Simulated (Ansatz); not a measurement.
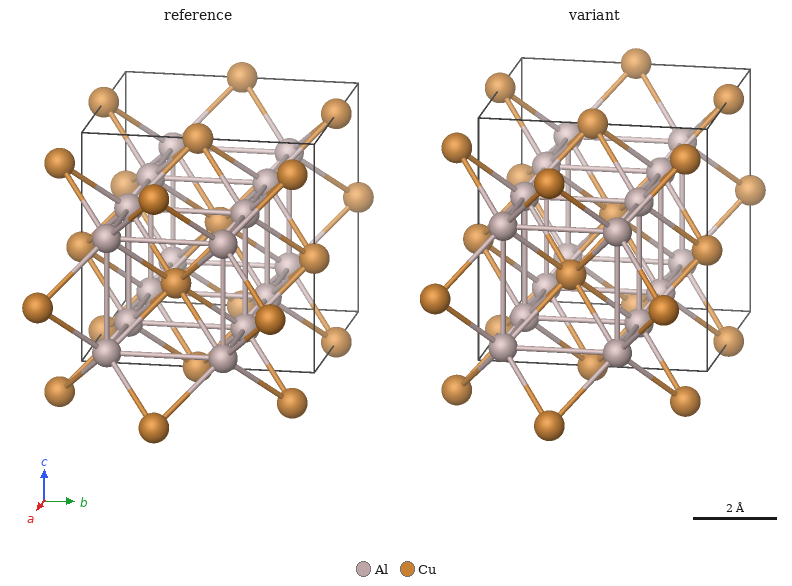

Left: crystalline Al₂Cu (set up in Fm-3m). Right: the same structure after one change, at the same scale. Style: ball-and-stick. Shown: the conventional cell (2 times the calculation's cell), repeated 2 × 1 × 1 with one cell outlined, slightly off an axis. Lengths and directions refer to the drawn axes.

Method: DFT PBEsol, scalar-relativistic, plane waves, PAW (Ansatz 0.2.0). Settings: plane-wave cutoff 420 eV; k-point mesh 10 × 10 × 6; occupations gaussian; smearing width 0.1 eV; no spin polarisation.

Q: Which change leads from the left to the right?

A: Uniaxial strain along c, +6.0 %, is applied. The a and b axes and the atoms are relaxed.

Q: What does the change do?

A: It costs 23.9 meV per atom. The pressure goes from 0.0 to −2.0 GPa. The principal stresses (compression positive) are −6.1 GPa along c and none across it. It is metallic before and after. The drawn cell changes as follows: a = b 5.726 → 5.628 Å (−1.7 %), c 5.726 → 6.070 Å (+6.0 %); the volume changes by +2.4 %. No atom moves by more than 0.005 Å relative to the cell. Among the bonded contacts that change: Al–Al 2.863 → 2.814 to 3.035 Å, Al–Cu 2.480 → 2.502 Å. The space group (tolerance 0.01 Å) goes from Fm-3m (No. 225) to I4/mmm (No. 139).
